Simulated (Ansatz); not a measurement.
Consider this structure.

```
Ru
1.0
     0.00000    2.41883   -0.91962
     0.00000   -1.92771   -1.82010
    -4.16326    0.00000    0.00000
Ru
2
Cartesian
  -3.1224 -0.5114 -1.4964
  -1.0408 0.9722 -1.1774
```

### Before looking at a picture, describe the arrangement of atoms.

The element is ruthenium. Strictly the space group is P2_1/m (No. 11, within 0.01 Å). It is a distorted form of a primitive hexagonal structure, space group P6_3/mmc (No. 194) within 0.45 Å: hexagonal close-packed (Mg type). The cell holds two atoms. Each Ru has twelve Ru in a distorted anticuboctahedral arrangement at 2.58 to 2.78 Å. The bonds build a three-dimensional framework.

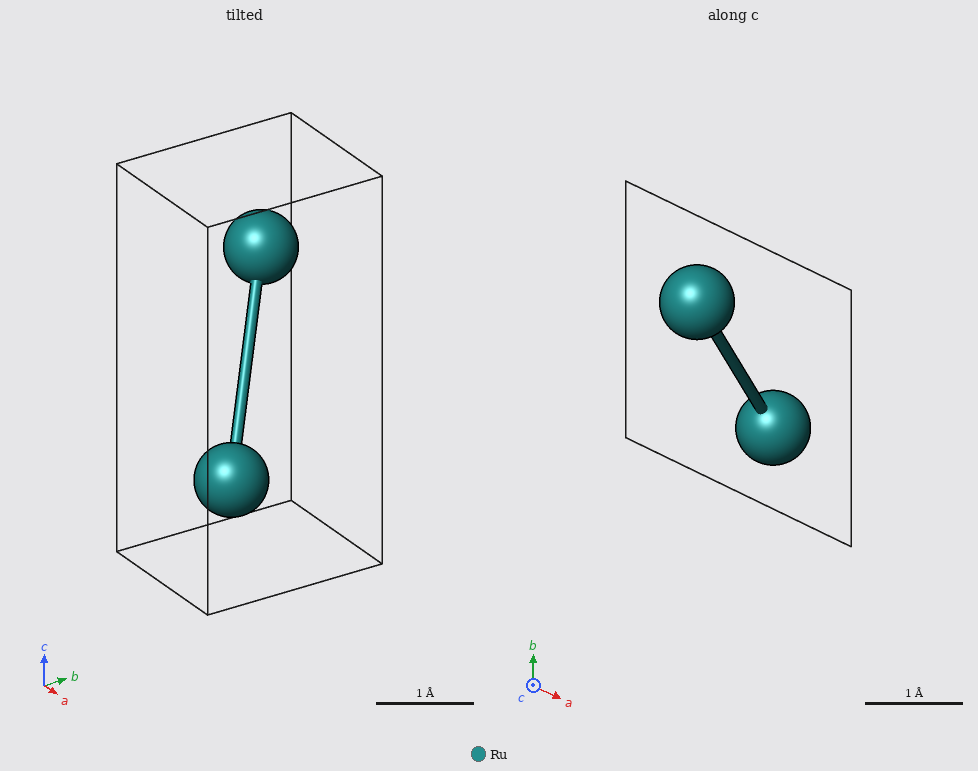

The crystal in a ball-and-stick representation, seen slightly off an axis and along the c axis. The unit cell is drawn as a box.

The starting point was a structure listed in the Materials Project. The cell was then strained or its atoms displaced on purpose. It went into a calculation with Ansatz.

At this level of theory the cell isn't at rest (compressed, at 20 GPa), so its distances can differ from those at equilibrium, the more so the softer the solid.
